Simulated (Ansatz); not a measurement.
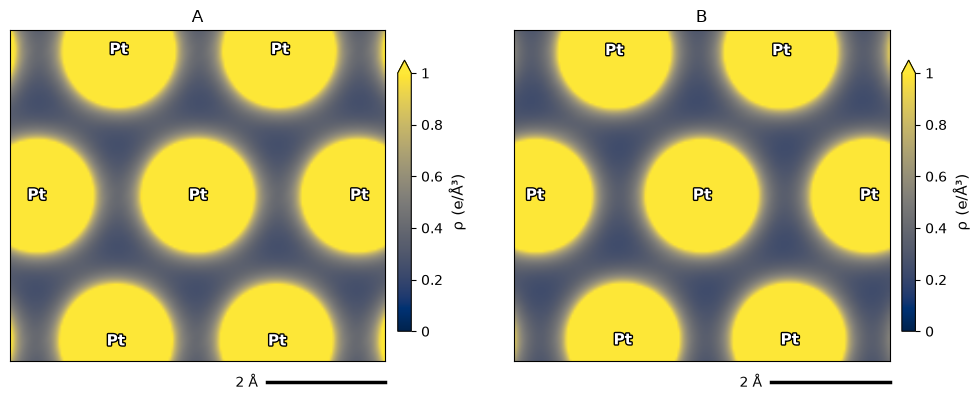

Pt. The valence electron density of two cells that differ in size and shape, on the (010) plane of each (indices in the axes of the calculation cell), at one length scale and on one colour scale; one has 15.3 and the other 16.0 Å³ an atom.

The calculation used Ansatz 0.2.0, DFT LDA, scalar-relativistic, plane waves, PAW.

The larger cell:

```cif
data_structure
_symmetry_space_group_name_H-M 'P 1'
_symmetry_Int_Tables_number 1
_cell_length_a 2.8264
_cell_length_b 2.8636
_cell_length_c 2.7914
_cell_angle_alpha 59.960
_cell_angle_beta 61.288
_cell_angle_gamma 58.752
_cell_volume 15.96
loop_
_atom_site_label
_atom_site_type_symbol
_atom_site_fract_x
_atom_site_fract_y
_atom_site_fract_z
_atom_site_occupancy
Pt1 Pt 0.00000 0.00000 0.00000 1
```

The smaller cell: a = 2.729 Å, b = 2.807 Å, c = 2.830 Å, α = 57.92°, β = 60.61°, γ = 61.47°.

Which is the denser cell? Describe the effect of the change.

Answer. Panel A is the smaller cell, by 4 % in volume. From the larger cell to the smaller, Pt–Pt goes from 2.79 to 2.73 Å, and the density at its midpoint from 0.36 to 0.4 e/Å³; the pressure goes from −19 to −9 GPa.
